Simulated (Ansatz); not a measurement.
# The perfect armchair BP nanoribbon (N = 3, H edges), part 2 of 3

Aim: is the armchair BP nanoribbon (N = 3, H edges) a metal or a semiconductor?

Ansatz 0.2.0; DFT PBE, plane waves, PAW; relaxation of a wire's period (the session's first sound run).

So far. Step 2 (Relaxation of atoms and period): The cell's length comes to 5.630 Å with spin left out.

**3. The wire at its relaxed period**

This step: DFT PBE, plane waves, PAW; channels and complex bands of a perfect wire (Ansatz 0.2.0).

At the relaxed period the Bloch states of the perfect wire are found at each energy: those that move forward count the open channels, and those that decay describe how a disturbance dies away inside the wire itself. An energy step of 0.035 eV is under the 0.039 eV that the program asks for its thermal average at 300 K.

input.yaml

```yaml
crystal:
  lattice:
    - [12.612, 0.0, 0.0]
    - [0.0, 7.0, 0.0]
    - [0.0, 0.0, 5.6301685425]
  atoms:
    - { symbol: B, position: [0.372950339, 0.5, 0.002074094] }
    - { symbol: B, position: [0.627049661, 0.5, 0.002074094] }
    - { symbol: P, position: [0.378201774, 0.5, 0.325529577] }
    - { symbol: P, position: [0.621798226, 0.5, 0.325529577] }
    - { symbol: H, position: [0.281443388, 0.5, 0.450928775] }
    - { symbol: H, position: [0.718556612, 0.5, 0.450928775] }
    - { symbol: B, position: [0.5, 0.5, 0.505634697] }
    - { symbol: P, position: [0.5, 0.5, 0.83938685] }
    - { symbol: H, position: [0.289123107, 0.5, 0.902899432] }
    - { symbol: H, position: [0.710876893, 0.5, 0.902899432] }
kpoints:
  mp_grid: { grid: [1, 1, 15] }
  band_path: { path: ["Γ", Z], npoints: 50 }
scf:
  occupations: { method: fermi_dirac, width: 0.05 }
hamiltonian:
  xc: pbe
output:
  transmission:
    e_range: [-2, 2]
    de: 0.035
    kmesh: [1, 1]
    reduced_basis: true
    leads: [[0, 0]]
  dos: { e_range: [-5, 4] }
  write_potential: true
  write_density: true
  volumetric_format: npy
  elf: true
```

Command:

```sh
> ansatz run input.yaml --threads 4 --pin off --max-ram 16384MiB --backend cpu --events-out ev --progress --plain --runs-dir out
```

Numbers of over 12 decimals in the logs are rounded to 6 here.

The program printed:

```text
[...]
Crystal: 10 atoms, lattice volume = 497.054 Å³
Basis set: ecut = 420 eV, 9691 PW (Γ)
Bands: 24, of which v1, the nominal top of the filled ones, is band 14 counted from 1 (13 counted from 0)
Symmetry: 4 space group operations
[...]
k-points: 8 of 15 (time reversal used)
[...]
SCF iter   1: F=—  HF=-2797.738989 eV  |F-HF|=—  |Δ(HF+E_count)|=         —  Δρ=1.35e-3  dr2=1.96e-2  ethr=1.77e-3  ⟨swp⟩=9.9  Hψ=1476  notcnv=0  defer=6
[...]
SCF iter   7: F=-2797.754644 eV  HF=-2797.754644 eV  |F-HF|=2.17e-7  |Δ(HF+E_count)|=   1.62e-6  Δρ=2.71e-6  dr2=2.42e-8  ethr=3.57e-10  ⟨swp⟩=14.6  Hψ=1120  notcnv=0
SCF 1 converged in 7 iterations: F = -2797.754644 eV  dr2 = 2.42e-8
[...]
NSCF: frozen V_eff on 51 k-points
transmission: 7 of 42 steps passed
transmission: 14 of 42 steps passed
[...]
transmission: 42 of 42 steps passed
WARN: The output density's exchange-correlation potential varies sharply where the density is thin. Do not read a vacuum level from v_tot or v_xc, or from such a field of the output density. On a cell that repeats whose density bears no net charge and no dipole along the vacuum's axis use v_es (v_loc + v_h of the components); under efield.dipole_correction with no amplitude use v_es + v_field, which holds any externa [...]
Second SCF, for the conductance: iteration 1, dr2 4.352e-8 eV
Second SCF, for the conductance: iteration 2, dr2 2.762e-8 eV
Second SCF, for the conductance: iteration 3, dr2 6.632e-9 eV
transmission: 7 of 42 steps passed
transmission: 14 of 42 steps passed
[...]
transmission: 42 of 42 steps passed
SCF converged after 7 iterations
Free energy (F): -2797.754644 eV
[...]
Internal energy: -2797.754644 eV  (E = F + TS)
E sigma→0 (E₀):  -2797.754644 eV
Entropy (-TS):   -0.000000 eV (-0.000 meV/atom)
Fermi energy:    -2.231868 eV
[...]
--- Band table (eV; the first three rows and the last of 8) ---
  k-point 0: bands = [... 10 lower, -5.4152, -5.3970, -3.9443, -2.9619, -1.5035, 0.0024, 0.6765, 1.1003, ... 6 higher]
  k-point 1: bands = [... 10 lower, -5.4368, -5.4089, -3.9384, -3.0738, -1.3814, -0.0301, 0.6745, 1.1137, ... 6 higher]
  k-point 2: bands = [... 10 lower, -5.4983, -5.4532, -3.9213, -3.3351, -1.0903, -0.1193, 0.6596, 1.1539, ... 6 higher]
  k-point 7: bands = [... 10 lower, -6.0261, -5.2145, -4.7935, -3.7952, -0.6488, 0.5922, 0.7054, 0.9635, ... 6 higher]
--- Transmission ---
  basis      : 773 plane waves across, 7 finite elements along
  points     : 1, standing for a mesh of 1 x 1
  filling    : by a second SCF (3 iterations) under fermi_dirac of width 0.025852 eV on a mesh of 1 x 1 x 28, whose Fermi level is -2.232210 eV
  energies   : 115 from -2.000000 to 1.990000 eV about the Fermi level, 0.035000 eV apart; the leads are filled to 0.000000 eV, and channels, transmission and decay are at -0.005000 eV
  crystal 0  : P3H4B3, at the sites [0, 0], period 5.6302 Å: whole cells are its period
    offset         : up to 0.0000 Å between an atom of the period and one for which it stands
    filled         : 0.2 meV over the level at which it is neutral
    channels       : 0.000000e0 a spin
    conductance    : 9.8972e1 S/m² at 300 K; may be off by some 0.4 % by where its bands' edges are placed, 0.0 % from the distance to neutral
    slowest decay  : 0.1254 /Å at (0.0000, 0.0000)
```

Elapsed: 2.2 min, on 4 threads of Arm Neoverse V1, shared host; peak memory 0.99 GiB; 7.8 min of CPU time.

The column dr2 measures how far the density is from self-consistency, as an energy; F and HF (Harris–Foulkes) agree once it is small.

Numbers from this step:

```yaml
channels_at_the_energy_nearest_the_fermi_level_one_spin: 0
conductance_of_the_lead_as_this_run_defines_it: 1.13e-12 G₀
slowest_decay_in_the_lead_at_the_energy_nearest_the_fermi_level: 0.1254 Å⁻¹
band_gap: 1.458 eV
```

Table of open channels of the lead, one spin by energy, zero at the Fermi level:

| energy (eV) | open channels of the lead, one spin |
| --- | --- |
| -2.000 | 1 |
| -1.790 | 1 |
| -1.615 | 2 |
| -1.405 | 1 |
| -1.195 | 1 |
| -0.985 | 1 |
| -0.810 | 1 |
| -0.600 | 0 |
| -0.390 | 0 |
| -0.215 | 0 |
| -0.005 | 0 |
| 0.205 | 0 |
| 0.415 | 0 |
| 0.590 | 0 |
| 0.800 | 1 |
| 1.010 | 1 |
| 1.185 | 1 |
| 1.395 | 1 |
| 1.605 | 2 |
| 1.815 | 2 |

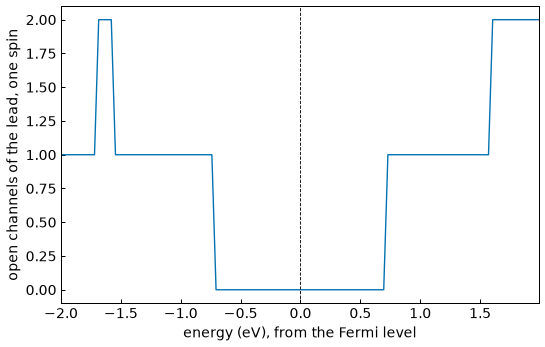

Open channels of the lead, one spin against energy.

The slowest values at each energy, most degenerate partners merged, listed up to 1.5 1/Å. The Im kz of the slowest decaying states by energy, zero at the Fermi level:

| energy (eV) | decay 1 (Å⁻¹) | decay 2 (Å⁻¹) | decay 3 (Å⁻¹) | decay 4 (Å⁻¹) |
| --- | --- | --- | --- | --- |
| -2.0000 | 0.352 | 0.359 | 0.424 | 0.441 |
| -1.7550 | 0.192 | 0.365 | 0.368 | 0.447 |
| -1.5100 | 0.185 | 0.374 | 0.375 | 0.463 |
| -1.2650 | 0.361 | 0.378 | 0.383 | 0.476 |
| -0.9850 | 0.381 | 0.388 | 0.426 | 0.486 |
| -0.7400 | 0.381 | 0.391 | 0.450 | 0.492 |
| -0.4950 | 0.0937 | 0.380 | 0.392 | 0.458 |
| -0.2500 | 0.119 | 0.377 | 0.391 | 0.456 |
| -0.0050 | 0.125 | 0.373 | 0.389 | 0.445 |
| 0.2400 | 0.118 | 0.367 | 0.385 | 0.427 |
| 0.4850 | 0.0925 | 0.360 | 0.379 | 0.401 |
| 0.7650 | 0.349 | 0.361 | 0.370 | 0.479 |
| 1.0100 | 0.314 | 0.338 | 0.360 | 0.470 |
| 1.2550 | 0.246 | 0.325 | 0.347 | 0.460 |
| 1.5000 | 0.126 | 0.310 | 0.332 | 0.447 |
| 1.7450 | 0.292 | 0.314 | 0.432 | 0.614 |

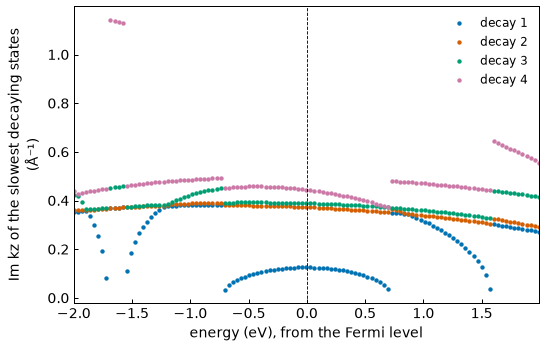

Im kz of the slowest decaying states against energy.

The electronic bands at the labelled points (eV, zero at the Fermi level):

| point | band 11 | band 12 | band 13 | band 14 | band 15 | band 16 | band 17 | band 18 |
| --- | --- | --- | --- | --- | --- | --- | --- | --- |
| Γ | -3.18 | -3.17 | -1.71 | -0.73 | 0.73 | 2.23 | 2.91 | 3.33 |
| Z | -3.82 | -2.95 | -2.61 | -1.56 | 1.58 | 2.83 | 2.99 | 3.18 |

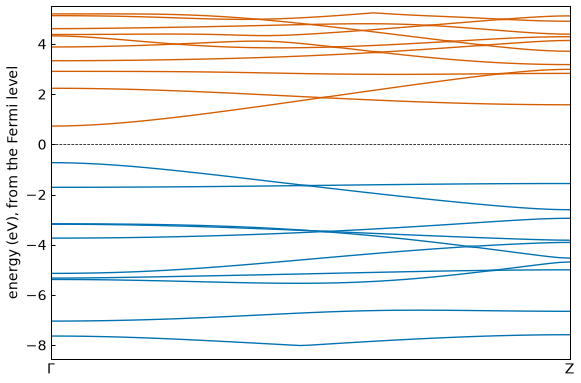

Electronic bands along the path; lines of filled and empty bands in two colours.

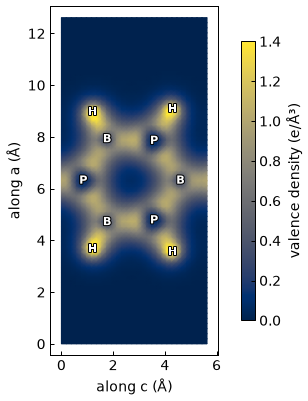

Valence density in the ca plane at fractional y = 0.500, with atoms of B and P and H within 0.2 Å of it. It is the smooth field of the valence electrons, not physical close to the nuclei. The map starts off the cell's origin, so that atoms lie inside it.

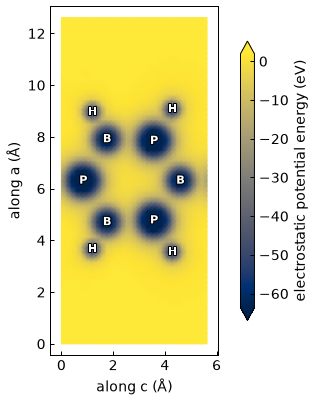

Electrostatic potential energy in the ca plane at fractional y = 0.500, with atoms of B and P and H within 0.2 Å of it. With pseudopotentials it is smooth inside the atoms' cores, unlike the true potential. The map starts off the cell's origin, so that atoms lie inside it.

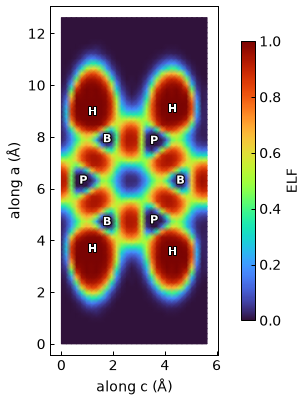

ELF in the ca plane at fractional y = 0.500, with atoms of B and P and H within 0.2 Å of it. It is the smooth field of the valence electrons, not physical close to the nuclei. The map starts off the cell's origin, so that atoms lie inside it.

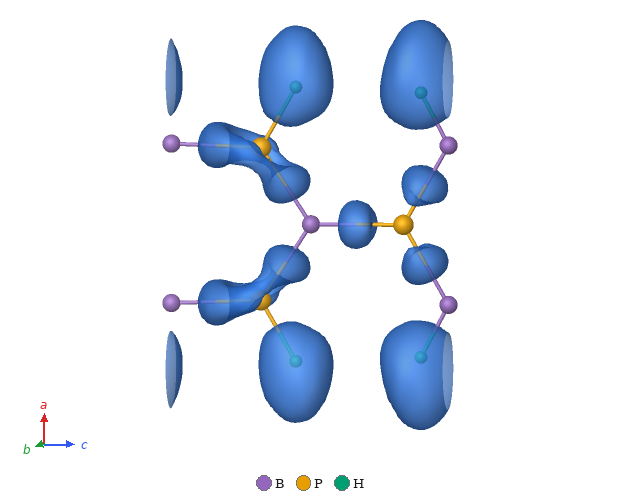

Surface of ELF = 0.85.

By hand: a barrier of this wire, of length L, would pass T ∝ exp(−2κL) at this energy; with κ = 0.125 Å⁻¹ one decade takes ln 10 / (2κ) = 9.18 Å.

At the computed energy nearest the Fermi level there are 0 channels a spin, and the thermal average gives 1.1e-12 G₀; the gap is 1.46 eV.

**4. Levels at the same atoms, level LDA, cutoff 420 eV**

This step: DFT LDA, plane waves, PAW; bands of a perfect wire at the PBE geometry (Ansatz 0.2.0).

The atoms stay at the PBE geometry and the functional changes. At fixed atoms LDA and the gradient-corrected functionals usually give like bands; this run checks that. Against the first PBE run of this kind, the mesh along the wire has 11 points against 15.

Changes to input.yaml since step 3:

```diff
@@ -17,3 +17,3 @@
 kpoints:
-  mp_grid: { grid: [1, 1, 15] }
+  mp_grid: { grid: [1, 1, 11] }
   band_path: { path: ["Γ", Z], npoints: 50 }
@@ -22,14 +22,2 @@
 hamiltonian:
-  xc: pbe
-output:
-  transmission:
-    e_range: [-2, 2]
-    de: 0.035
-    kmesh: [1, 1]
-    reduced_basis: true
-    leads: [[0, 0]]
-  dos: { e_range: [-5, 4] }
-  write_potential: true
-  write_density: true
-  volumetric_format: npy
-  elf: true
+  xc: lda
```

The program printed:

```text
[...]
Crystal: 10 atoms, lattice volume = 497.054 Å³
Basis set: ecut = 420 eV, 9691 PW (Γ)
Bands: 24, of which v1, the nominal top of the filled ones, is band 14 counted from 1 (13 counted from 0)
Symmetry: 4 space group operations
[...]
k-points: 6 of 11 (time reversal used)
[...]
SCF iter   1: F=—  HF=-2687.848039 eV  |F-HF|=—  |Δ(HF+E_count)|=         —  Δρ=3.96e-3  dr2=8.23e-2  ethr=1.77e-3  ⟨swp⟩=10.2  Hψ=1116  notcnv=0  defer=6
[...]
SCF iter   8: F=-2687.846704 eV  HF=-2687.846704 eV  |F-HF|=8.60e-9  |Δ(HF+E_count)|=   8.95e-8  Δρ=8.58e-7  dr2=5.41e-9  ethr=3.57e-10  ⟨swp⟩=7.0  Hψ=483  notcnv=0
SCF 1 converged in 8 iterations: F = -2687.846704 eV  dr2 = 5.41e-9
[...]
SCF converged after 8 iterations
Free energy (F): -2687.846704 eV
[...]
Internal energy: -2687.846704 eV  (E = F + TS)
E sigma→0 (E₀):  -2687.846704 eV
Entropy (-TS):   -0.000000 eV (-0.000 meV/atom)
Fermi energy:    -2.405253 eV
[...]
--- Band table (eV; the first three rows and the last of 6) ---
  k-point 0: bands = [... 10 lower, -5.5345, -5.4870, -4.1102, -3.1066, -1.7044, -0.2034, 0.5671, 1.0044, ... 6 higher]
  k-point 1: bands = [... 10 lower, -5.5534, -5.5289, -4.0987, -3.3085, -1.4848, -0.2652, 0.5564, 1.0331, ... 6 higher]
  k-point 2: bands = [... 10 lower, -5.6433, -5.6409, -4.0670, -3.7199, -1.0223, -0.4226, 0.4994, 1.1172, ... 6 higher]
  k-point 5: bands = [... 10 lower, -6.1262, -5.4090, -4.9285, -3.9544, -0.8741, 0.4408, 0.4661, 0.7593, ... 6 higher]
```

The job ended after 10 s (4 threads; peak memory 0.75 GiB; 40 s of CPU time).

This step gave:

- band gap: 1.402 eV

The electronic bands at the labelled points (eV, zero at the Fermi level):

| point | band 11 | band 12 | band 13 | band 14 | band 15 | band 16 | band 17 | band 18 |
| --- | --- | --- | --- | --- | --- | --- | --- | --- |
| Γ | -3.13 | -3.08 | -1.70 | -0.70 | 0.70 | 2.20 | 2.97 | 3.41 |
| Z | -3.79 | -2.94 | -2.60 | -1.55 | 1.52 | 2.85 | 2.96 | 3.13 |

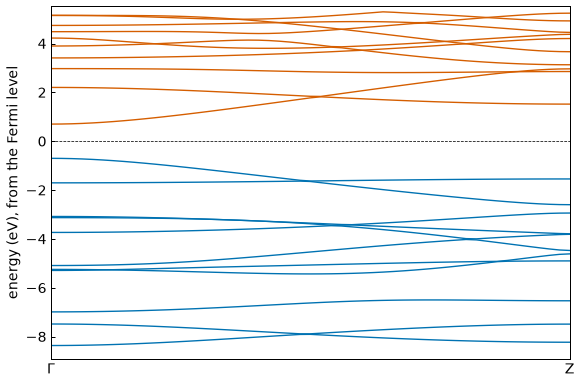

Electronic bands along the path; lines of filled and empty bands in two colours.

The gap is 1.40 eV, against 1.46 eV under PBE at the relaxed period.

**5. Levels at the same atoms, level PBEsol, cutoff 420 eV**

This step: DFT PBEsol, plane waves, PAW; bands of a perfect wire at the PBE geometry (Ansatz 0.2.0).

The atoms stay at the PBE geometry and the functional changes. At fixed atoms LDA and the gradient-corrected functionals usually give like bands; this run checks that. Against the first PBE run of this kind, the mesh along the wire has 11 points against 15.

Changes to input.yaml since step 4:

```diff
@@ -22,2 +22,2 @@
 hamiltonian:
-  xc: lda
+  xc: pbesol
```

The program printed:

```text
[...]
Crystal: 10 atoms, lattice volume = 497.054 Å³
Basis set: ecut = 420 eV, 9691 PW (Γ)
Bands: 24, of which v1, the nominal top of the filled ones, is band 14 counted from 1 (13 counted from 0)
Symmetry: 4 space group operations
[...]
k-points: 6 of 11 (time reversal used)
[...]
--- Band table (eV; the first three rows and the last of 6) ---
  k-point 0: bands = [... 10 lower, -5.3832, -5.3671, -3.9653, -2.9740, -1.5396, -0.0297, 0.7017, 1.1677, ... 6 higher]
  k-point 1: bands = [... 10 lower, -5.4080, -5.4044, -3.9541, -3.1735, -1.3215, -0.0898, 0.6937, 1.1929, ... 6 higher]
  k-point 2: bands = [... 10 lower, -5.5200, -5.4975, -3.9234, -3.5824, -0.8587, -0.2429, 0.6428, 1.2653, ... 6 higher]
  k-point 5: bands = [... 10 lower, -5.9914, -5.2693, -4.7886, -3.8149, -0.6836, 0.5745, 0.6397, 0.9362, ... 6 higher]
[key lines of the parts left out:]
SCF converged after 7 iterations
Free energy (F): -2739.433309 eV
Fermi energy:    -2.256540 eV
```

The job ended after 10 s (4 threads; peak memory 0.76 GiB; 39 s of CPU time).

The gap is 1.43 eV, against 1.46 eV under PBE at the relaxed period.

**6. Levels at the same atoms, level r2SCAN, cutoff 500 eV**

This step: DFT r2SCAN, plane waves, PAW; bands of a perfect wire at the PBE geometry (Ansatz 0.2.0).

The atoms stay at the PBE geometry and the functional changes. r2SCAN also reads the kinetic-energy density; it often gives larger moments and wider gaps than PBE, at a higher cost. Against the first PBE run of this kind, the cutoff is 500 eV against 420 and the mesh along the wire has 11 points against 15.

Changes to input.yaml since step 5:

```diff
@@ -22,2 +22,2 @@
 hamiltonian:
-  xc: pbesol
+  xc: r2scan
```

The program printed:

```text
[...]
Crystal: 10 atoms, lattice volume = 497.054 Å³
Basis set: ecut = 500 eV, 12617 PW (Γ), exchange–correlation on 384×216×180 points (64 copies of the dense FFT grid, shifted against one another)
Bands: 24, of which v1, the nominal top of the filled ones, is band 14 counted from 1 (13 counted from 0)
Symmetry: 4 space group operations
[...]
k-points: 6 of 11 (time reversal used)
[...]
--- Band table (eV; the first three rows and the last of 6) ---
  k-point 0: bands = [... 10 lower, -5.7072, -5.6489, -4.1128, -3.0934, -1.4165, 0.1814, 1.1184, 1.5322, ... 6 higher]
  k-point 1: bands = [... 10 lower, -5.7481, -5.6766, -4.1016, -3.2919, -1.1962, 0.1184, 1.0945, 1.5617, ... 6 higher]
  k-point 2: bands = [... 10 lower, -5.8599, -5.7865, -4.0709, -3.7117, -0.7132, -0.0420, 0.9962, 1.6528, ... 6 higher]
  k-point 5: bands = [... 10 lower, -6.3140, -5.4864, -4.9788, -3.9633, -0.5016, 0.8347, 0.8901, 1.2434, ... 6 higher]
[key lines of the parts left out:]
SCF converged after 8 iterations
Free energy (F): -2810.452549 eV
Fermi energy:    -2.254590 eV
```

Elapsed: 22 s, on 4 threads; peak memory 1.5 GiB.

The gap is 1.68 eV, against 1.46 eV under PBE at the relaxed period.

**7. Another level of theory, level HSE06, cutoff 420 eV**

This step: DFT HSE06, plane waves, PAW; levels of a perfect wire at the PBE geometry (Ansatz 0.2.0).

The atoms stay at the PBE geometry and the functional changes. HSE06 mixes in a quarter of short-range exact exchange, which removes part of the self-interaction that closes gaps; it is dear, so the mesh is thinner and no path is run. Against the first PBE run of this kind, the mesh along the wire has 6 points against 15.

Changes to input.yaml since step 6:

```diff
@@ -17,4 +17,3 @@
 kpoints:
-  mp_grid: { grid: [1, 1, 11] }
-  band_path: { path: ["Γ", Z], npoints: 50 }
+  mp_grid: { grid: [1, 1, 6] }
 scf:
@@ -22,2 +21,2 @@
 hamiltonian:
-  xc: r2scan
+  xc: hse06
```

The program printed:

```text
exact exchange: scf.exx.singularity resolves to wigner_seitz, which cuts the screened interaction at the faces of the exchange supercell's Wigner-Seitz cell, so that each pair interacts once, at the shortest of its separations (the periodic images that this leaves out come, for a point-like exchange hole, to about 0.041 eV on a filled level). The cut falls within the interaction's reach, and what an exchange supercel [...]
[...]
Crystal: 10 atoms, lattice volume = 497.054 Å³
[...]
E sigma→0 (E₀):  -2799.561343 eV
Fermi energy:    -2.280129 eV
[...]
--- Band table (eV) ---
  k-point 0: bands = [... 10 lower, -6.2607, -6.1672, -4.4218, -3.3015, -1.2588]
  k-point 1: bands = [... 10 lower, -6.3943, -6.2864, -4.3859, -3.8734, -0.6233]
  k-point 2: bands = [... 10 lower, -6.6880, -6.2759, -4.7860, -4.3098, -0.1253]
  k-point 3: bands = [... 10 lower, -6.8946, -5.8525, -5.4169, -4.2693, -0.2935]
  guard bands above this table: 9 of the run's 24 bands. The solve was not asked for them (output.publish_guard_bands: true or output.eigenvalues: true publishes all)
[key lines of the parts left out:]
Free energy (F): -2799.561343 eV
```

Wall time 13 s (4 threads); peak memory 0.95 GiB.

The gap is 2.04 eV, against 1.46 eV under PBE at the relaxed period.

**8. The series together**

Times are for 4 threads of Arm Neoverse V1, shared host. The series side by side:

| no. | level | band gap (eV) | time | memory (GiB) |
| --- | --- | --- | --- | --- |
| 1 | LDA | 1.402 | 10 s | 0.75 |
| 2 | PBEsol | 1.434 | 10 s | 0.76 |
| 3 | r2SCAN | 1.677 | 22 s | 1.5 |
| 4 | HSE06 | 2.043 | 13 s | 0.95 |

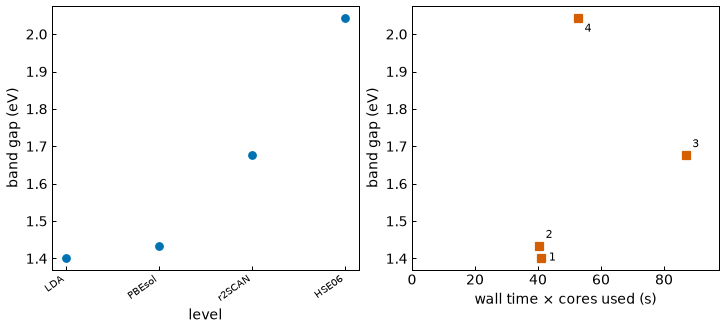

The series as plots; the last panel sets the first result against cost, with the runs numbered as in the table.

(Part 2 of 3 ends here.)

[Logs are printed without paths, hosts, clocks, repeated set-up lines and the standing remarks that a program may print on its own settings, such as how far it seeks lower states.]

[Hosts, paths, dates, database ids (printed as entryN), source tags and the programs' standing remarks are cut or masked in the printed files.]
